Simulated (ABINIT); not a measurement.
Geometry relaxation of PbF$_{2}$ (part 2 of 3)

Continued. System: PbF$_{2}$ (3 atoms in the cell). Method: Kohn-Sham DFT of a periodic cell, LDA, PseudoDojo NC SR LDA v0.4.1 standard, no spin polarisation (ABINIT 10.8.3); cutoff 1142.88 eV, 6×6×6 k-mesh, fermi-dirac of 0.05 eV. The structure derives from an entry of the Crystallography Open Database.

Geometry of the input (Å; fractional positions):
```
0.0000  2.9637  2.9637
2.9637  0.0000  2.9637
2.9637  2.9637  0.0000
Pb 0.0000  0.0000  0.0000
F  0.7500  0.7500  0.7500
F  0.2500  0.2500  0.2500
```

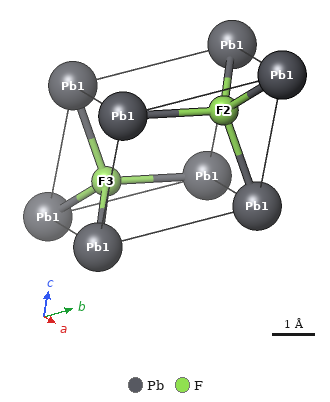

**Figure 1.** The geometry at step 1 of the log (ball-and-stick view of the cell of the calculation, seen slightly off an axis; atoms are numbered from 1 in the order of the input).

**Output, continued**
```
     iter   Etot(hartree)      deltaE(h)  residm     vres2
 ETOT  1  -119.43631850245    -1.194E+02 2.426E-02 4.686E+02
 ETOT  2  -119.39668930629     3.963E-02 2.978E-05 5.276E+02
 ETOT  3  -119.49785201620    -1.012E-01 1.636E-03 2.384E+01
 ETOT  4  -119.50049099501    -2.639E-03 6.456E-05 1.163E+00
 ETOT  5  -119.50052588264    -3.489E-05 6.922E-06 2.283E-02
 ETOT  6  -119.50052782197    -1.939E-06 7.474E-07 2.542E-04
 ETOT  7  -119.50052784264    -2.067E-08 8.207E-09 1.231E-06
 ETOT  8  -119.50052784267    -3.308E-11 1.837E-09 9.365E-08
 ETOT  9  -119.50052784268    -9.692E-12 3.257E-11 1.054E-10
 ETOT 10  -119.50052784268    -1.137E-13 6.042E-12 1.032E-13

 At SCF step   10       vres2   =  1.03E-13 < tolvrs=  1.00E-12 =>converged.

 Cartesian components of stress tensor (hartree/bohr^3)
  sigma(1 1)= -1.37129054E-05  sigma(3 2)=  0.00000000E+00
  sigma(2 2)= -1.37129054E-05  sigma(3 1)=  0.00000000E+00
  sigma(3 3)= -1.37129054E-05  sigma(2 1)=  0.00000000E+00

--- !ResultsGS
iteration_state: {dtset: 1, itime: 3, icycle: 1, }
comment   : Summary of ground state results
lattice_vectors:
- [  0.0000000,   5.4830196,   5.4830196, ]
- [  5.4830196,   0.0000000,   5.4830196, ]
- [  5.4830196,   5.4830196,   0.0000000, ]
lattice_lengths: [   7.75416,    7.75416,    7.75416, ]
lattice_angles: [ 60.000,  60.000,  60.000, ] # degrees, (23, 13, 12)
lattice_volume:   3.2967757E+02
convergence: {deltae: -1.137E-13, res2:  1.032E-13, residm:  6.042E-12, diffor: null, }
etotal    :  -1.19500528E+02
entropy   :   0.00000000E+00
fermie    :   1.59414342E-01
cartesian_stress_tensor: # hartree/bohr^3
- [ -1.37129054E-05,   0.00000000E+00,   0.00000000E+00, ]
- [  0.00000000E+00,  -1.37129054E-05,   0.00000000E+00, ]
- [  0.00000000E+00,   0.00000000E+00,  -1.37129054E-05, ]
pressure_GPa:   4.0345E-01
xred      :
- [ -2.2061E-33,  -7.6238E-32,   8.0650E-32, Pb]
- [  7.5000E-01,   7.5000E-01,   7.5000E-01,  F]
- [  2.5000E-01,   2.5000E-01,   2.5000E-01,  F]
cartesian_forces: # hartree/bohr
- [ -3.19718760E-32,   3.19718760E-32,  -3.19718760E-32, ]
- [  6.39437519E-32,  -6.39437519E-32,   6.39437519E-32, ]
- [ -3.19718760E-32,   3.19718760E-32,  -3.19718760E-32, ]
force_length_stats: {min:   5.53769136E-32, max:   1.10753827E-31, mean:   7.38358848E-32, }
...

 Integrated electronic density in atomic spheres:
 ------------------------------------------------
 Atom  Sphere_radius  Integrated_density
    1        2.00000         10.05289415
    2        2.00000          6.99931903
    3        2.00000          6.99931903

---OUTPUT-----------------------------------------------------------------------

 Cartesian coordinates (xcart) [bohr]
  2.41920918459969E-32  4.30108332409497E-31 -4.30108332409497E-31
  8.22452943735884E+00  8.22452943735884E+00  8.22452943735884E+00
  2.74150981245295E+00  2.74150981245295E+00  2.74150981245295E+00
 Reduced coordinates (xred)
 -2.20609203513586E-33 -7.62376053858595E-32  8.06497894561312E-32
  7.50000000000000E-01  7.50000000000000E-01  7.50000000000000E-01
  2.50000000000000E-01  2.50000000000000E-01  2.50000000000000E-01
 Cartesian forces (fcart) [Ha/bohr]; max,rms= 6.39438E-32 4.52151E-32 (free atoms)
 -3.19718759688838E-32  3.19718759688838E-32 -3.19718759688838E-32
  6.39437519377676E-32 -6.39437519377676E-32  6.39437519377676E-32
 -3.19718759688838E-32  3.19718759688838E-32 -3.19718759688838E-32
 Gradient of E wrt nuclear positions in reduced coordinates (gred)
 -2.58581855113602E-48  3.50604846764894E-31 -2.58581855113602E-48
  5.17163710227203E-48 -7.01209693529788E-31  5.17163710227203E-48
 -2.58581855113602E-48  3.50604846764894E-31 -2.58581855113602E-48
 Scale of Primitive Cell (acell) [bohr]
  7.75416071629975E+00  7.75416071629975E+00  7.75416071629975E+00
 Real space primitive translations (rprimd) [bohr]
  0.00000000000000E+00  5.48301962490589E+00  5.48301962490589E+00
  5.48301962490589E+00  0.00000000000000E+00  5.48301962490589E+00
  5.48301962490589E+00  5.48301962490589E+00  0.00000000000000E+00
 Unitary Cell Volume (ucvol) [Bohr^3]=  3.29677567121975E+02
 Angles (23,13,12)= [degrees]
  6.00000000000000E+01  6.00000000000000E+01  6.00000000000000E+01
 Lengths [Bohr]
  7.75416071629975E+00  7.75416071629975E+00  7.75416071629975E+00
 Stress tensor in cartesian coordinates (strten) [Ha/bohr^3]
 -1.37129054371531E-05  0.00000000000000E+00  0.00000000000000E+00
  0.00000000000000E+00 -1.37129054371566E-05  0.00000000000000E+00
  0.00000000000000E+00  0.00000000000000E+00 -1.37129054371566E-05
 Total energy (etotal) [Ha]= -1.19500527842680E+02

 Difference of energy with previous step (new-old):
           Absolute (Ha)=-9.61233E-04
           Relative     =-8.04379E-06

--- Iteration: ( 4/50) Internal Cycle: (1/1)
--------------------------------------------------------------------------------

---SELF-CONSISTENT-FIELD CONVERGENCE--------------------------------------------

--- !BeginCycle
iteration_state: {dtset: 1, itime: 4, icycle: 1, }
solver: {iscf: 7, nstep: 80, nline: 4, wfoptalg: 0, }
tolerances: {tolvrs: 1.00E-12, }
...

     iter   Etot(hartree)      deltaE(h)  residm     vres2
 ETOT  1  -119.49980451872    -1.195E+02 1.240E-07 5.057E+00
 ETOT  2  -119.49941197436     3.925E-04 3.646E-07 5.727E+00
 ETOT  3  -119.50052302225    -1.111E-03 2.000E-05 1.668E-01
 ETOT  4  -119.50053766813    -1.465E-05 5.136E-07 1.164E-02
 ETOT  5  -119.50053802272    -3.546E-07 6.420E-08 2.210E-04
 ETOT  6  -119.50053803468    -1.196E-08 6.101E-09 9.064E-06
 ETOT  7  -119.50053803596    -1.275E-09 6.792E-11 7.829E-09
 ETOT  8  -119.50053803595     2.757E-12 1.758E-11 7.385E-11
 ETOT  9  -119.50053803594     1.077E-11 4.805E-13 9.290E-13

 At SCF step    9       vres2   =  9.29E-13 < tolvrs=  1.00E-12 =>converged.

 Cartesian components of stress tensor (hartree/bohr^3)
  sigma(1 1)=  9.99859170E-07  sigma(3 2)=  0.00000000E+00
  sigma(2 2)=  9.99859170E-07  sigma(3 1)=  0.00000000E+00
  sigma(3 3)=  9.99859170E-07  sigma(2 1)=  0.00000000E+00

--- !ResultsGS
iteration_state: {dtset: 1, itime: 4, icycle: 1, }
comment   : Summary of ground state results
lattice_vectors:
- [  0.0000000,   5.4919242,   5.4919242, ]
- [  5.4919242,   0.0000000,   5.4919242, ]
- [  5.4919242,   5.4919242,   0.0000000, ]
lattice_lengths: [   7.76675,    7.76675,    7.76675, ]
lattice_angles: [ 60.000,  60.000,  60.000, ] # degrees, (23, 13, 12)
lattice_volume:   3.3128640E+02
convergence: {deltae:  1.077E-11, res2:  9.290E-13, residm:  4.805E-13, diffor: null, }
etotal    :  -1.19500538E+02
entropy   :   0.00000000E+00
fermie    :   1.57286836E-01
cartesian_stress_tensor: # hartree/bohr^3
- [  9.99859170E-07,   0.00000000E+00,   0.00000000E+00, ]
- [  0.00000000E+00,   9.99859170E-07,   0.00000000E+00, ]
- [  0.00000000E+00,   0.00000000E+00,   9.99859170E-07, ]
pressure_GPa:  -2.9417E-02
xred      :
- [ -4.5170E-35,  -7.6440E-32,   7.6531E-32, Pb]
- [  7.5000E-01,   7.5000E-01,   7.5000E-01,  F]
- [  2.5000E-01,   2.5000E-01,   2.5000E-01,  F]
cartesian_forces: # hartree/bohr
- [  2.03490235E-31,  -4.38900506E-32,  -1.15710133E-31, ]
- [ -2.39400276E-32,   1.83540212E-31,  -3.43140396E-31, ]
- [ -1.79550207E-31,  -1.39650161E-31,   4.58850529E-31, ]
force_length_stats: {min:   2.38166847E-31, max:   5.12136947E-31, mean:   3.80060859E-31, }
...

 Integrated electronic density in atomic spheres:
 ------------------------------------------------
 Atom  Sphere_radius  Integrated_density
    1        2.00000         10.04958360
    2        2.00000          7.00230688
    3        2.00000          7.00230688

---OUTPUT-----------------------------------------------------------------------

 Cartesian coordinates (xcart) [bohr]
  4.96139674002948E-34  4.20053468826023E-31 -4.20053468826023E-31
  8.23788633560337E+00  8.23788633560337E+00  8.23788633560337E+00
  2.74596211186779E+00  2.74596211186779E+00  2.74596211186779E+00
 Reduced coordinates (xred)
 -4.51699307738754E-35 -7.64404936933875E-32  7.65308335549352E-32
  7.50000000000000E-01  7.50000000000000E-01  7.50000000000000E-01
  2.50000000000000E-01  2.50000000000000E-01  2.50000000000000E-01
 Cartesian forces (fcart) [Ha/bohr]; max,rms= 4.58851E-31 2.28768E-31 (free atoms)
  2.03490234667321E-31 -4.38900506145203E-32 -1.15710133438281E-31
 -2.39400276079202E-32  1.83540211660721E-31 -3.43140395713522E-31
 -1.79550207059401E-31 -1.39650161046201E-31  4.58850529151803E-31
 Gradient of E wrt nuclear positions in reduced coordinates (gred)
  8.76512116912235E-31 -4.82081664301729E-31 -8.76512116912235E-31
  8.76512116912235E-31  2.01597786889814E-30 -8.76512116912235E-31
 -1.75302423382447E-30 -1.53389620459641E-30  1.75302423382447E-30
 Scale of Primitive Cell (acell) [bohr]
  7.76675372073219E+00  7.76675372073219E+00  7.76675372073219E+00
 Real space primitive translations (rprimd) [bohr]
  0.00000000000000E+00  5.49192422373558E+00  5.49192422373558E+00
  5.49192422373558E+00  0.00000000000000E+00  5.49192422373558E+00
  5.49192422373558E+00  5.49192422373558E+00  0.00000000000000E+00
 Unitary Cell Volume (ucvol) [Bohr^3]=  3.31286397753988E+02
 Angles (23,13,12)= [degrees]
  6.00000000000000E+01  6.00000000000000E+01  6.00000000000000E+01
 Lengths [Bohr]
  7.76675372073219E+00  7.76675372073219E+00  7.76675372073219E+00
 Stress tensor in cartesian coordinates (strten) [Ha/bohr^3]
  9.99859170036990E-07  0.00000000000000E+00  0.00000000000000E+00
  0.00000000000000E+00  9.99859170038725E-07  0.00000000000000E+00
  0.00000000000000E+00  0.00000000000000E+00  9.99859170035255E-07
 Total energy (etotal) [Ha]= -1.19500538035943E+02

 Difference of energy with previous step (new-old):
           Absolute (Ha)=-1.01933E-05
           Relative     =-8.52989E-08

--- Iteration: ( 5/50) Internal Cycle: (1/1)
--------------------------------------------------------------------------------

---SELF-CONSISTENT-FIELD CONVERGENCE--------------------------------------------

--- !BeginCycle
iteration_state: {dtset: 1, itime: 5, icycle: 1, }
solver: {iscf: 7, nstep: 80, nline: 4, wfoptalg: 0, }
tolerances: {tolvrs: 1.00E-12, }
...

     iter   Etot(hartree)      deltaE(h)  residm     vres2
 ETOT  1  -119.50053473630    -1.195E+02 1.899E-09 2.325E-02
 ETOT  2  -119.50053290444     1.832E-06 1.612E-09 2.636E-02
 ETOT  3  -119.50053801593    -5.111E-06 9.082E-08 8.046E-04
 ETOT  4  -119.50053808890    -7.297E-08 2.450E-09 5.390E-05
 ETOT  5  -119.50053809053    -1.629E-09 3.016E-10 1.013E-06
 ETOT  6  -119.50053809059    -5.828E-11 2.839E-11 3.596E-08
 ETOT  7  -119.50053809059    -6.068E-12 2.898E-13 4.496E-11
 ETOT  8  -119.50053809060    -2.984E-12 8.321E-14 4.755E-13

 At SCF step    8       vres2   =  4.75E-13 < tolvrs=  1.00E-12 =>converged.

 Cartesian components of stress tensor (hartree/bohr^3)
  sigma(1 1)=  6.50299274E-09  sigma(3 2)=  0.00000000E+00
  sigma(2 2)=  6.50299273E-09  sigma(3 1)=  0.00000000E+00
  sigma(3 3)=  6.50299274E-09  sigma(2 1)=  0.00000000E+00

--- !ResultsGS
iteration_state: {dtset: 1, itime: 5, icycle: 1, }
comment   : Summary of ground state results
lattice_vectors:
- [  0.0000000,   5.4913163,   5.4913163, ]
- [  5.4913163,   0.0000000,   5.4913163, ]
- [  5.4913163,   5.4913163,   0.0000000, ]
lattice_lengths: [   7.76589,    7.76589,    7.76589, ]
lattice_angles: [ 60.000,  60.000,  60.000, ] # degrees, (23, 13, 12)
lattice_volume:   3.3117640E+02
convergence: {deltae: -2.984E-12, res2:  4.755E-13, residm:  8.321E-14, diffor: null, }
etotal    :  -1.19500538E+02
entropy   :   0.00000000E+00
fermie    :   1.57431696E-01
cartesian_stress_tensor: # hartree/bohr^3
- [  6.50299274E-09,   0.00000000E+00,   0.00000000E+00, ]
- [  0.00000000E+00,   6.50299273E-09,   0.00000000E+00, ]
- [  0.00000000E+00,   0.00000000E+00,   6.50299274E-09, ]
pressure_GPa:  -1.9132E-04
xred      :
- [ -2.9619E-32,  -6.6259E-32,   9.9460E-32, Pb]
- [  7.5000E-01,   7.5000E-01,   7.5000E-01,  F]
- [  2.5000E-01,   2.5000E-01,   2.5000E-01,  F]
cartesian_forces: # hartree/bohr
- [ -0.00000000E+00,  -0.00000000E+00,  -0.00000000E+00, ]
- [ -0.00000000E+00,  -0.00000000E+00,  -0.00000000E+00, ]
- [ -0.00000000E+00,  -0.00000000E+00,  -0.00000000E+00, ]
force_length_stats: {min:   0.00000000E+00, max:   0.00000000E+00, mean:   0.00000000E+00, }
...

 Integrated electronic density in atomic spheres:
 ------------------------------------------------
 Atom  Sphere_radius  Integrated_density
    1        2.00000         10.04882729
    2        2.00000          7.00210324
    3        2.00000          7.00210324

---OUTPUT-----------------------------------------------------------------------

 Cartesian coordinates (xcart) [bohr]
  1.82318791340302E-31  3.83517076370727E-31 -5.26495690882570E-31
  8.23697449197508E+00  8.23697449197508E+00  8.23697449197508E+00
  2.74565816399169E+00  2.74565816399169E+00  2.74565816399169E+00
 Reduced coordinates (xred)
 -2.96192557870369E-32 -6.62586101810156E-32  9.94599011740726E-32
  7.50000000000000E-01  7.50000000000000E-01  7.50000000000000E-01
  2.50000000000000E-01  2.50000000000000E-01  2.50000000000000E-01
 Cartesian forces (fcart) [Ha/bohr]; max,rms= 0.00000E+00 0.00000E+00 (free atoms)
 -0.00000000000000E+00 -0.00000000000000E+00 -0.00000000000000E+00
 -0.00000000000000E+00 -0.00000000000000E+00 -0.00000000000000E+00
 -0.00000000000000E+00 -0.00000000000000E+00 -0.00000000000000E+00
 Gradient of E wrt nuclear positions in reduced coordinates (gred)
  0.00000000000000E+00  0.00000000000000E+00  0.00000000000000E+00
  0.00000000000000E+00  0.00000000000000E+00  0.00000000000000E+00
  0.00000000000000E+00  0.00000000000000E+00  0.00000000000000E+00
 Scale of Primitive Cell (acell) [bohr]
  7.76589402631493E+00  7.76589402631493E+00  7.76589402631493E+00
 Real space primitive translations (rprimd) [bohr]
  0.00000000000000E+00  5.49131632798339E+00  5.49131632798339E+00
  5.49131632798339E+00  0.00000000000000E+00  5.49131632798339E+00
  5.49131632798339E+00  5.49131632798339E+00  0.00000000000000E+00
 Unitary Cell Volume (ucvol) [Bohr^3]=  3.31176400622650E+02
 Angles (23,13,12)= [degrees]
  6.00000000000000E+01  6.00000000000000E+01  6.00000000000000E+01
 Lengths [Bohr]
  7.76589402631493E+00  7.76589402631493E+00  7.76589402631493E+00
 Stress tensor in cartesian coordinates (strten) [Ha/bohr^3]
  6.50299274151944E-09  0.00000000000000E+00  0.00000000000000E+00
  0.00000000000000E+00  6.50299273458055E-09  0.00000000000000E+00
  0.00000000000000E+00  0.00000000000000E+00  6.50299274498889E-09
 Total energy (etotal) [Ha]= -1.19500538090597E+02

 Difference of energy with previous step (new-old):
           Absolute (Ha)=-5.46545E-08
           Relative     =-4.57358E-10

 At Broyd/MD step   5, gradients are converged :
  max grad (force/stress) = 6.5030E-07 < tolmxf= 2.0000E-05 ha/bohr (free atoms)

================================================================================

 ----iterations are completed or convergence reached----

 Mean square residual over all n,k,spin=   64.942E-17; max=  83.206E-15
 reduced coordinates (array xred) for    3 atoms
      -0.000000000000     -0.000000000000      0.000000000000
       0.750000000000      0.750000000000      0.750000000000
       0.250000000000      0.250000000000      0.250000000000
 rms dE/dt=  0.0000E+00; max dE/dt=  0.0000E+00; dE/dt below (all hartree)
    1       0.000000000000      0.000000000000      0.000000000000
    2       0.000000000000      0.000000000000      0.000000000000
    3       0.000000000000      0.000000000000      0.000000000000

 cartesian coordinates (angstrom) at end:
    1      0.00000000000000     0.00000000000000    -0.00000000000000
    2      4.35881918498545     4.35881918498545     4.35881918498545
    3      1.45293972832848     1.45293972832848     1.45293972832848

 cartesian forces (hartree/bohr) at end:
    1     -0.00000000000000    -0.00000000000000    -0.00000000000000
    2     -0.00000000000000    -0.00000000000000    -0.00000000000000
    3     -0.00000000000000    -0.00000000000000    -0.00000000000000
 frms,max,avg= 0.0000000E+00 0.0000000E+00   0.000E+00  0.000E+00  0.000E+00 h/b

 cartesian forces (eV/Angstrom) at end:
    1     -0.00000000000000    -0.00000000000000    -0.00000000000000
    2     -0.00000000000000    -0.00000000000000    -0.00000000000000
    3     -0.00000000000000    -0.00000000000000    -0.00000000000000
 frms,max,avg= 0.0000000E+00 0.0000000E+00   0.000E+00  0.000E+00  0.000E+00 e/A
 length scales=  7.765894026315  7.765894026315  7.765894026315 bohr
              =  4.109534138226  4.109534138226  4.109534138226 angstroms
 Fermi (or HOMO) energy (hartree) =   0.15743   Average Vxc (hartree)=  -0.38984
 Eigenvalues (hartree) for nkpt=  16  k points:
 kpt#   1, nband= 18, wtk=  0.00463, kpt=  0.0000  0.0000  0.0000 (reduced coord)
  -0.72831   -0.69919   -0.47703   -0.47703   -0.47703   -0.47315   -0.47315   -0.12541
  -0.05611   -0.05611   -0.05611   -0.03741   -0.03741   -0.03741    0.29313    0.29313
   0.29313    0.43148
      occupation numbers for kpt#   1
   2.00000    2.00000    2.00000    2.00000    2.00000    2.00000    2.00000    2.00000
   2.00000    2.00000    2.00000    2.00000    2.00000    2.00000    0.00000    0.00000
   0.00000    0.00000
 prteigrs : prtvol=0 or 1, do not print more k-points.

--- !EnergyTerms
iteration_state     : {dtset: 1, itime: 5, icycle: 1, }
comment             : Components of total free energy in Hartree
kinetic             :  6.68241943252350E+01
hartree             :  2.81733917493594E+01
xc                  : -3.05582076213365E+01
Ewald energy        : -8.05408970769114E+01
psp_core            :  4.56833023153345E+00
local_psp           : -8.82676385642629E+01
non_local_psp       : -1.96997111342141E+01
internal            : -1.19500538090597E+02
'-kT*entropy'       : -5.59861281274930E-15
total_energy        : -1.19500538090597E+02
total_energy_eV     : -3.25177529858580E+03
band_energy         : -8.43879829462670E+00
...

 Cartesian components of stress tensor (hartree/bohr^3)
  sigma(1 1)=  6.50299274E-09  sigma(3 2)=  0.00000000E+00
  sigma(2 2)=  6.50299273E-09  sigma(3 1)=  0.00000000E+00
  sigma(3 3)=  6.50299274E-09  sigma(2 1)=  0.00000000E+00

-Cartesian components of stress tensor (GPa)         [Pressure= -1.9132E-04 GPa]
- sigma(1 1)=  1.91324652E-04  sigma(3 2)=  0.00000000E+00
- sigma(2 2)=  1.91324652E-04  sigma(3 1)=  0.00000000E+00
- sigma(3 3)=  1.91324652E-04  sigma(2 1)=  0.00000000E+00

== END DATASET(S) ==============================================================
================================================================================

 -outvars: echo values of variables after computation  --------
            acell      7.7658940263E+00  7.7658940263E+00  7.7658940263E+00 Bohr
           etotal     -1.1950053809E+02
            fcart     -0.0000000000E+00 -0.0000000000E+00 -0.0000000000E+00
                      -0.0000000000E+00 -0.0000000000E+00 -0.0000000000E+00
                      -0.0000000000E+00 -0.0000000000E+00 -0.0000000000E+00
            rprim      0.0000000000E+00  7.0710678119E-01  7.0710678119E-01
                       7.0710678119E-01  0.0000000000E+00  7.0710678119E-01
                       7.0710678119E-01  7.0710678119E-01  0.0000000000E+00
           strten      6.5029927415E-09  6.5029927346E-09  6.5029927450E-09
                       0.0000000000E+00  0.0000000000E+00  0.0000000000E+00
           xangst      9.6478949431E-32  2.0294849667E-31 -2.7860952106E-31
                       4.3588191850E+00  4.3588191850E+00  4.3588191850E+00
                       1.4529397283E+00  1.4529397283E+00  1.4529397283E+00
             xred     -2.9619255787E-32 -6.6258610181E-32  9.9459901174E-32
                       7.5000000000E-01  7.5000000000E-01  7.5000000000E-01
                       2.5000000000E-01  2.5000000000E-01  2.5000000000E-01
 Calculation completed.
```

**Trajectory as extended XYZ (Å, eV, eV/Å), 5 frames, from step=0 to step=4**
```
3
Lattice="0.0000 2.9637 2.9637 2.9637 0.0000 2.9637 2.9637 2.9637 0.0000" Properties=species:S:1:pos:R:3:forces:R:3 step=0 energy=-3251.73081
Pb    0.0000    0.0000    0.0000    0.0000   0.0000   0.0000
F     4.4455    4.4455    4.4455    0.0000   0.0000   0.0000
F     1.4818    1.4818    1.4818    0.0000   0.0000   0.0000
3
Lattice="0.0000 2.9500 2.9500 2.9500 0.0000 2.9500 2.9500 2.9500 0.0000" Properties=species:S:1:pos:R:3:forces:R:3 step=1 energy=-3251.74886
Pb    0.0000    0.0000    0.0000    0.0000   0.0000   0.0000
F     4.4250    4.4250    4.4250    0.0000   0.0000   0.0000
F     1.4750    1.4750    1.4750    0.0000   0.0000   0.0000
3
Lattice="0.0000 2.9015 2.9015 2.9015 0.0000 2.9015 2.9015 2.9015 0.0000" Properties=species:S:1:pos:R:3:forces:R:3 step=2 energy=-3251.77502
Pb    0.0000    0.0000    0.0000    0.0000   0.0000   0.0000
F     4.3522    4.3522    4.3522    0.0000   0.0000   0.0000
F     1.4507    1.4507    1.4507    0.0000   0.0000   0.0000
```
